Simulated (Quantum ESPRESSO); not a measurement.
## Single-point calculation of GaN

GaN (2 atoms in the cell), computed with Kohn-Sham DFT of a periodic cell, PBE, SSSP 1.3 efficiency PBE, no spin polarisation (Quantum ESPRESSO 7.5).

The structure was built on a prototype by a generator; it need not be a known phase.

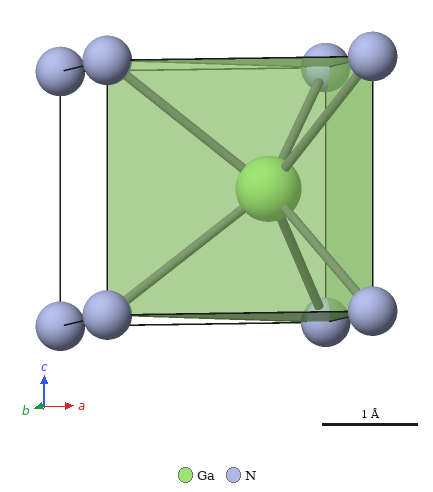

**Figure 1.** The structure as given in the input (polyhedral view of the cell of the calculation, seen at an oblique angle; polyhedra are completed across the faces of the cell). An atom can appear more than once, as a periodic image.

### Results in brief

```csv
quantity,value
outcome,converged
space group (tolerance 0.01 Å),P-6m2 (187)
electrons treated,18
free energy,−4055.1160 eV
Fermi energy,12.376 eV
gap on the k-point mesh,none (metallic)
pressure,−0.25 GPa
largest force (length of the vector),under 0.001 eV/Å
hardware,"1 thread of Arm Neoverse V1, 112 GiB of memory available, shared host"
wall time,3.1 min
peak memory,0.21 GiB
```

Notes on the run: Not a group! Trying with lower acceptance parameter; Symmetry operations form a group.

### The input
```
&CONTROL
  calculation = 'scf'
  prefix = 'pwscf'
  outdir = './tmp'
  pseudo_dir = './pseudo'
  tprnfor = .true.
  tstress = .true.
  disk_io = 'nowf'
/
&SYSTEM
  ibrav = 0
  nat = 2
  ntyp = 2
  ecutwfc = 70
  ecutrho = 560
  nbnd = 15
  occupations = 'smearing'
  smearing = 'fd'
  degauss = 0.00367493
/
&ELECTRONS
  conv_thr = 4d-10
  electron_maxstep = 120
  mixing_beta = 0.5
/
ATOMIC_SPECIES
Ga    69.7230 Ga.pbe-dn-kjpaw_psl.1.0.0.UPF
N     14.0070 N.pbe-n-radius_5.UPF
CELL_PARAMETERS angstrom
   2.9806400000    0.0000000000    0.0000000000
  -1.4903200000    2.5813100000    0.0000000000
   0.0000000000    0.0000000000    2.6833700000
ATOMIC_POSITIONS crystal
Ga     0.6666700000    0.3333300000    0.5000000000
N      0.0000000000    0.0000000000    0.0000000000
K_POINTS automatic
10 10 10 0 0 0
```

Command:
```bash
OMP_NUM_THREADS=1 pw.x -in pw.in > pw.out
```

### The program's output
```
This program is part of the open-source Quantum ESPRESSO suite
     for quantum simulation of materials; please cite
         "P. Giannozzi et al., J. Phys.:Condens. Matter 21 395502 (2009);
         "P. Giannozzi et al., J. Phys.:Condens. Matter 29 465901 (2017);
         "P. Giannozzi et al., J. Chem. Phys. 152 154105 (2020);
          URL
     in publications or presentations arising from this work. More details at

     file Ga.pbe-dn-kjpaw_psl.1.0.0.UPF: wavefunction(s)  4S renormalized
     Message from routine find_sym:
     Not a group! Trying with lower acceptance parameter...
     Message from routine find_sym:
     Symmetry operations form a group
     Message from routine setup:
     using ibrav=0 with symmetry is DISCOURAGED, use correct ibrav instead

     G-vector sticks info
     --------------------
     sticks:   dense  smooth     PW     G-vecs:    dense   smooth      PW
     Sum        1237     595    187                31275    10953    1881

     Using Slab Decomposition

     bravais-lattice index     =            0
     lattice parameter (alat)  =       5.6326  a.u.
     unit-cell volume          =     139.3243 (a.u.)^3
     number of atoms/cell      =            2
     number of atomic types    =            2
     number of electrons       =        18.00
     number of Kohn-Sham states=           15
     kinetic-energy cutoff     =      70.0000  Ry
     charge density cutoff     =     560.0000  Ry
     scf convergence threshold =      4.0E-10
     mixing beta               =       0.5000
     number of iterations used =            8  plain     mixing
     Exchange-correlation= PBE
                           (   1   4   3   4   0   0   0)

     celldm(1)=   5.632593  celldm(2)=   0.000000  celldm(3)=   0.000000
     celldm(4)=   0.000000  celldm(5)=   0.000000  celldm(6)=   0.000000

     crystal axes: (cart. coord. in units of alat)
               a(1) = (   1.000000   0.000000   0.000000 )
               a(2) = (  -0.500000   0.866025   0.000000 )
               a(3) = (   0.000000   0.000000   0.900266 )

     reciprocal axes: (cart. coord. in units 2 pi/alat)
               b(1) = (  1.000000  0.577350 -0.000000 )
               b(2) = (  0.000000  1.154701  0.000000 )
               b(3) = (  0.000000 -0.000000  1.110782 )

     PseudoPot. # 1 for Ga read from file:
     Ga.pbe-dn-kjpaw_psl.1.0.0.UPF
     Pseudo is Projector augmented-wave + core cor, Zval = 13.0
     Generated using "atomic" code by A. Dal Corso  v.5.1
     Shape of augmentation charge: PSQ
     Using radial grid of 1205 points,  6 beta functions with:
                l(1) =   0
                l(2) =   0
                l(3) =   1
                l(4) =   1
                l(5) =   2
                l(6) =   2
     Q(r) pseudized with 0 coefficients

     PseudoPot. # 2 for N  read from file:
     N.pbe-n-radius_5.UPF
     Pseudo is Ultrasoft + core correction, Zval =  5.0
     Generated using "atomic" code by A. Dal Corso  v.5.1
     Using radial grid of 1085 points,  4 beta functions with:
                l(1) =   0
                l(2) =   0
                l(3) =   1
                l(4) =   1
     Q(r) pseudized with 0 coefficients

     atomic species   valence    mass     pseudopotential
     Ga               13.00    69.72300     Ga( 1.00)
     N                 5.00    14.00700     N ( 1.00)

      4 Sym. Ops. (no inversion) found

   Cartesian axes

     site n.     atom                  positions (alat units)
         1        Ga     tau(   1) = (   0.5000050   0.2886723   0.4501332  )
         2        N      tau(   2) = (   0.0000000   0.0000000   0.0000000  )

     number of k points=   186  Fermi-Dirac smearing, width (Ry)=  0.0037

     Number of k-points >= 100: set verbosity='high' to print them.

     Dense  grid:    31275 G-vectors     FFT dimensions: (  45,  45,  40)

     Smooth grid:    10953 G-vectors     FFT dimensions: (  30,  30,  27)

     Initial potential from superposition of free atoms

     starting charge      17.9970, renormalised to      18.0000
     Starting wfcs are   13 randomized atomic wfcs +    2 random wfcs

     Self-consistent Calculation

     iteration #  1     ecut=    70.00 Ry     beta= 0.50
     Davidson diagonalization with overlap
     ethr =  1.00E-02,  avg # of iterations =  7.4

     total energy              =    -297.77439718 Ry
     estimated scf accuracy    <       0.55594194 Ry

     iteration #  2     ecut=    70.00 Ry     beta= 0.50
     Davidson diagonalization with overlap
     ethr =  3.09E-03,  avg # of iterations =  2.8

     total energy              =    -297.94956784 Ry
     estimated scf accuracy    <       0.23690139 Ry

     iteration #  3     ecut=    70.00 Ry     beta= 0.50
     Davidson diagonalization with overlap
     ethr =  1.32E-03,  avg # of iterations =  3.6

     total energy              =    -298.01790082 Ry
     estimated scf accuracy    <       0.00848177 Ry

     iteration #  4     ecut=    70.00 Ry     beta= 0.50
     Davidson diagonalization with overlap
     c_bands:  1 eigenvalues not converged
     c_bands:  1 eigenvalues not converged
     c_bands:  1 eigenvalues not converged
     c_bands:  1 eigenvalues not converged
     c_bands:  1 eigenvalues not converged
     c_bands:  1 eigenvalues not converged
     c_bands:  1 eigenvalues not converged
     ethr =  4.71E-05,  avg # of iterations = 11.8

     total energy              =    -298.04628142 Ry
     estimated scf accuracy    <       0.01869351 Ry

     iteration #  5     ecut=    70.00 Ry     beta= 0.50
     Davidson diagonalization with overlap
     ethr =  4.71E-05,  avg # of iterations =  1.4

     total energy              =    -298.04564082 Ry
     estimated scf accuracy    <       0.02202535 Ry

     iteration #  6     ecut=    70.00 Ry     beta= 0.50
     Davidson diagonalization with overlap
     ethr =  4.71E-05,  avg # of iterations =  1.0

     total energy              =    -298.04747712 Ry
     estimated scf accuracy    <       0.02753031 Ry

     iteration #  7     ecut=    70.00 Ry     beta= 0.50
     Davidson diagonalization with overlap
     ethr =  4.71E-05,  avg # of iterations =  1.1

     total energy              =    -298.04642884 Ry
     estimated scf accuracy    <       0.06745508 Ry

     iteration #  8     ecut=    70.00 Ry     beta= 0.50
     Davidson diagonalization with overlap
     ethr =  4.71E-05,  avg # of iterations =  1.0

     total energy              =    -298.04564846 Ry
     estimated scf accuracy    <       0.03396797 Ry

     iteration #  9     ecut=    70.00 Ry     beta= 0.50
     Davidson diagonalization with overlap
     ethr =  4.71E-05,  avg # of iterations =  1.0

     total energy              =    -298.04557081 Ry
     estimated scf accuracy    <       0.01267270 Ry

     iteration # 10     ecut=    70.00 Ry     beta= 0.50
     Davidson diagonalization with overlap
     ethr =  4.71E-05,  avg # of iterations =  1.0

     total energy              =    -298.04514771 Ry
     estimated scf accuracy    <       0.00860341 Ry

     iteration # 11     ecut=    70.00 Ry     beta= 0.50
     Davidson diagonalization with overlap
     ethr =  4.71E-05,  avg # of iterations =  1.0

     total energy              =    -298.04534568 Ry
     estimated scf accuracy    <       0.00000135 Ry

     iteration # 12     ecut=    70.00 Ry     beta= 0.50
     Davidson diagonalization with overlap
     c_bands:  3 eigenvalues not converged
     c_bands:  1 eigenvalues not converged
     c_bands:  1 eigenvalues not converged
     c_bands:  1 eigenvalues not converged
     c_bands:  5 eigenvalues not converged
     c_bands:  2 eigenvalues not converged
     c_bands:  4 eigenvalues not converged
     c_bands:  2 eigenvalues not converged
     c_bands:  3 eigenvalues not converged
     c_bands:  1 eigenvalues not converged
     c_bands:  5 eigenvalues not converged
     c_bands:  1 eigenvalues not converged
     c_bands:  2 eigenvalues not converged
     c_bands:  5 eigenvalues not converged
     c_bands:  1 eigenvalues not converged
     c_bands:  5 eigenvalues not converged
     c_bands:  1 eigenvalues not converged
     c_bands:  3 eigenvalues not converged
     c_bands:  3 eigenvalues not converged
     c_bands:  1 eigenvalues not converged
     c_bands:  1 eigenvalues not converged
     c_bands:  3 eigenvalues not converged
     c_bands:  1 eigenvalues not converged
     c_bands:  1 eigenvalues not converged
     c_bands:  4 eigenvalues not converged
     c_bands:  4 eigenvalues not converged
     c_bands:  4 eigenvalues not converged
     c_bands:  2 eigenvalues not converged
     c_bands:  2 eigenvalues not converged
     c_bands:  3 eigenvalues not converged
     c_bands:  4 eigenvalues not converged
     ethr =  7.51E-09,  avg # of iterations = 24.5

     total energy              =    -298.04555165 Ry
     estimated scf accuracy    <       0.00017648 Ry

     iteration # 13     ecut=    70.00 Ry     beta= 0.50
     Davidson diagonalization with overlap
     c_bands:  1 eigenvalues not converged
     c_bands:  1 eigenvalues not converged
     ethr =  7.51E-09,  avg # of iterations = 11.0

     total energy              =    -298.04557211 Ry
     estimated scf accuracy    <       0.00019343 Ry

     iteration # 14     ecut=    70.00 Ry     beta= 0.50
     Davidson diagonalization with overlap
     ethr =  7.51E-09,  avg # of iterations =  1.8

     total energy              =    -298.04556771 Ry
     estimated scf accuracy    <       0.00024873 Ry

     iteration # 15     ecut=    70.00 Ry     beta= 0.50
     Davidson diagonalization with overlap
     ethr =  7.51E-09,  avg # of iterations =  1.0

     total energy              =    -298.04556443 Ry
     estimated scf accuracy    <       0.00025581 Ry

     iteration # 16     ecut=    70.00 Ry     beta= 0.50
     Davidson diagonalization with overlap
     ethr =  7.51E-09,  avg # of iterations =  1.0

     total energy              =    -298.04555900 Ry
     estimated scf accuracy    <       0.00024238 Ry

     iteration # 17     ecut=    70.00 Ry     beta= 0.50
     Davidson diagonalization with overlap
     ethr =  7.51E-09,  avg # of iterations =  1.0

     total energy              =    -298.04553605 Ry
     estimated scf accuracy    <       0.00023107 Ry

     iteration # 18     ecut=    70.00 Ry     beta= 0.50
     Davidson diagonalization with overlap
     ethr =  7.51E-09,  avg # of iterations =  7.3

     total energy              =    -298.04552841 Ry
     estimated scf accuracy    <       0.00006844 Ry

     iteration # 19     ecut=    70.00 Ry     beta= 0.50
     Davidson diagonalization with overlap
     ethr =  7.51E-09,  avg # of iterations =  5.9

     total energy              =    -298.04552139 Ry
     estimated scf accuracy    <       0.00002411 Ry

     iteration # 20     ecut=    70.00 Ry     beta= 0.50
     Davidson diagonalization with overlap
     ethr =  7.51E-09,  avg # of iterations =  8.3

     total energy              =    -298.04552581 Ry
     estimated scf accuracy    <       0.00000204 Ry

     iteration # 21     ecut=    70.00 Ry     beta= 0.50
     Davidson diagonalization with overlap
     ethr =  7.51E-09,  avg # of iterations =  1.0

     total energy              =    -298.04552576 Ry
     estimated scf accuracy    <       0.00000052 Ry

     iteration # 22     ecut=    70.00 Ry     beta= 0.50
     Davidson diagonalization with overlap
     ethr =  2.91E-09,  avg # of iterations =  2.6

     total energy              =    -298.04552584 Ry
     estimated scf accuracy    <          6.1E-09 Ry

     iteration # 23     ecut=    70.00 Ry     beta= 0.50
     Davidson diagonalization with overlap
     ethr =  3.40E-11,  avg # of iterations = 10.6

     total energy              =    -298.04552588 Ry
     estimated scf accuracy    <       0.00000005 Ry

     iteration # 24     ecut=    70.00 Ry     beta= 0.50
     Davidson diagonalization with overlap
     ethr =  3.40E-11,  avg # of iterations =  2.9

     total energy              =    -298.04552588 Ry
     estimated scf accuracy    <          7.5E-09 Ry

     iteration # 25     ecut=    70.00 Ry     beta= 0.50
     Davidson diagonalization with overlap
     ethr =  3.40E-11,  avg # of iterations =  3.1

     End of self-consistent calculation

     Number of k-points >= 100: set verbosity='high' to print the bands.

     the Fermi energy is    12.3759 ev

!    total energy              =    -298.04552588 Ry
     estimated scf accuracy    <          2.8E-10 Ry
     smearing contrib. (-TS)   =      -0.00025557 Ry
     internal energy E=F+TS    =    -298.04527031 Ry

     The total energy is F=E-TS. E is the sum of the following terms:
     one-electron contribution =     -76.89794618 Ry
     hartree contribution      =      58.90636754 Ry
     xc contribution           =     -43.81840399 Ry
     ewald contribution        =    -124.43054392 Ry
     one-center paw contrib.   =    -111.80474376 Ry

     convergence has been achieved in  25 iterations

     Forces acting on atoms (cartesian axes, Ry/au):

     atom    1 type  1   force =    -0.00000184    0.00000106    0.00000000
     atom    2 type  2   force =     0.00000184   -0.00000106    0.00000000

     Total force =     0.000003     Total SCF correction =     0.000000

     Computing stress (Cartesian axis) and pressure

          total   stress  (Ry/bohr**3)                   (kbar)     P=       -2.54
  -0.00000588   0.00000002   0.00000000           -0.86        0.00        0.00
   0.00000002  -0.00000585   0.00000000            0.00       -0.86        0.00
   0.00000000   0.00000000  -0.00004004            0.00        0.00       -5.89

=------------------------------------------------------------------------------=
   JOB DONE.
=------------------------------------------------------------------------------=
```

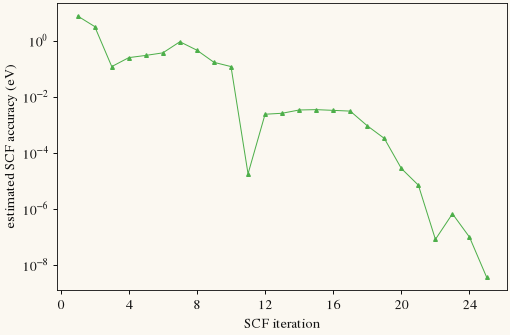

**Figure 2.** Convergence of the self-consistent field: estimated SCF accuracy against the iteration. The field takes 25 iterations in all.
